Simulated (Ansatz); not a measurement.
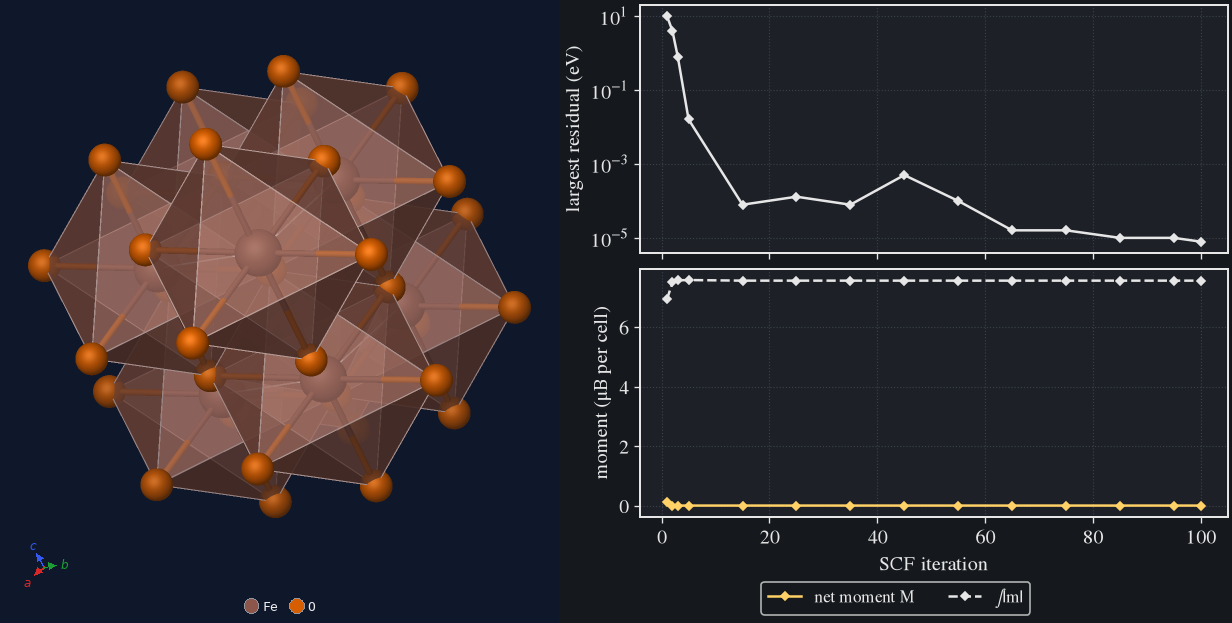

Beside the plot: the structure.

The plot shows the SCF iterations of a calculation: largest residual, magnetic moments. Only some iterations were kept.

Program: Ansatz.

```
crystal:
  lattice:
    - [4.33, 2.165, 2.165]
    - [2.165, 4.33, 2.165]
    - [2.165, 2.165, 4.33]
  atoms:
    - { symbol: Fe, position: [0.004156, 0.0031943, -0.0016621], spin: 4.0 }
    - { symbol: Fe, position: [0.5067896, 0.4933502, 0.5040001], spin: -4.0 }
    - { symbol: O, position: [0.2505834, 0.2417271, 0.2599188] }
    - { symbol: O, position: [0.7465476, 0.7605977, 0.7419948] }
  symmetry: { detect: false }
kpoints:
  mp_grid: { grid: [4, 4, 4], shift: [0, 0, 0] }
hamiltonian:
  xc: pbe
  hubbard:
    sites:
      - { site: 0, l: d, u_eff: 5.3, starting_ns: [{ spin: up, occupation_matrix: full }, { spin: down, occupation_matrix: a1g }] }
      - { site: 1, l: d, u_eff: 5.3, starting_ns: [{ spin: down, occupation_matrix: full }, { spin: up, occupation_matrix: a1g }] }
    occupation_matrices:
      a1g:
        matrix:
          - [0.0, 0.0, 0.0, 0.0, 0.0]
          - [0.0, 0.33333333, 0.33333333, 0.0, 0.33333333]
          - [0.0, 0.33333333, 0.33333333, 0.0, 0.33333333]
          - [0.0, 0.0, 0.0, 0.0, 0.0]
          - [0.0, 0.33333333, 0.33333333, 0.0, 0.33333333]
      full:
        matrix:
          - [1.0, 0.0, 0.0, 0.0, 0.0]
          - [0.0, 1.0, 0.0, 0.0, 0.0]
          - [0.0, 0.0, 1.0, 0.0, 0.0]
          - [0.0, 0.0, 0.0, 1.0, 0.0]
          - [0.0, 0.0, 0.0, 0.0, 1.0]
  pseudopotentials: { kind: nc }
magnetization:
  spin_polarized: true
scf:
  occupations: { method: fermi_dirac, width: "0.1 eV" }
  lower_state_search: standard
```

**Did the calculation converge?**

It did not converge: it stopped after 100 iterations. The residual comes down slowly and unevenly, and has reached only 8 × 10⁻⁶ when the run stops.

**What is the residual at the start and at the end?**

It starts near 10 and ends near 8 × 10⁻⁶ eV.

**What happens to the magnetisation?**

The net moment goes from 0.12 to 0.00 μB per cell, though in an unconverged run this needn't be final.
